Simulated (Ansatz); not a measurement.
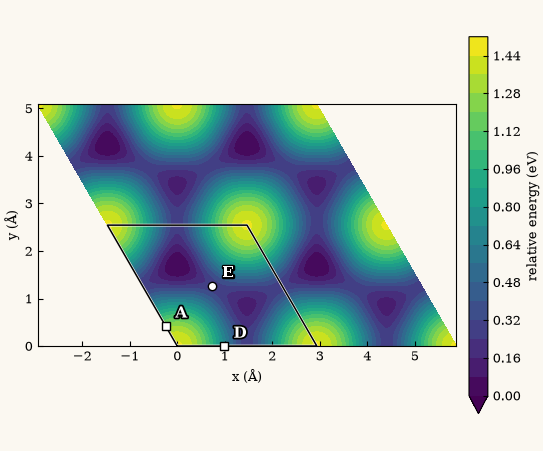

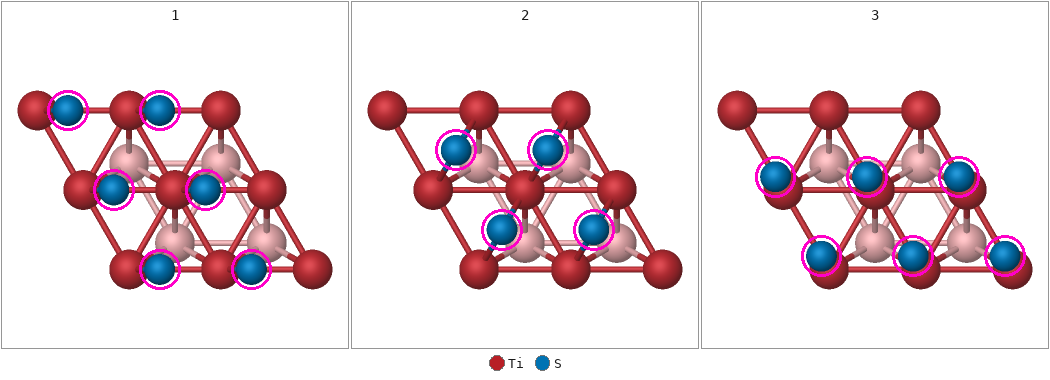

S on a Ti(001) slab cut from the P6_3/mmc phase, its upper half relaxed before the scan (5 atoms of substrate and one adsorbate in a 1 × 1 cell). 
- S is moved over the surface cell; relaxed at each place: the height of the adsorbate's atoms; substrate rigid; the origin of the map has the adsorbate above Ti5.
- Places are given modulo a cell vector. The map is drawn in real space over the plane of the surface.
- Grid: 6 × 6 points; 10 points were computed and 26 follow by symmetry.
- All energies are given in eV relative to the lowest grid point.
- With one adsorbate in each 1 × 1 cell, its nearest image is 2.9 Å away, so neighbouring adsorbates interact.
- Theory: DFT PBE, scalar-relativistic, plane waves, PAW in Ansatz 0.2.0. Settings: cutoff 420 eV, k-mesh 9×9×1, gaussian smearing 0.1 eV, no spin polarisation.

In the figure: filled contours, the outline of one cell of the 2 × 2 shown, lettered points. Between grid points the surface is interpolated. The numbered pictures are the structures at these points, in random order. Rings mark the moved atoms.

Which structure belongs to which point?

Answer. A is structure 3: (0/6, 1/6) of the cell vectors [nearest 1 Ti at 2.22 Å], 1.22 eV; D is structure 1: (2/6, 0/6) of the cell vectors [nearest 1 Ti at 2.20 Å], 0.69 eV; E is structure 2: a bridge site between two Ti atoms, (3/6, 3/6) of the cell vectors, 0.27 eV.

PAW datasets: the set soft_1.
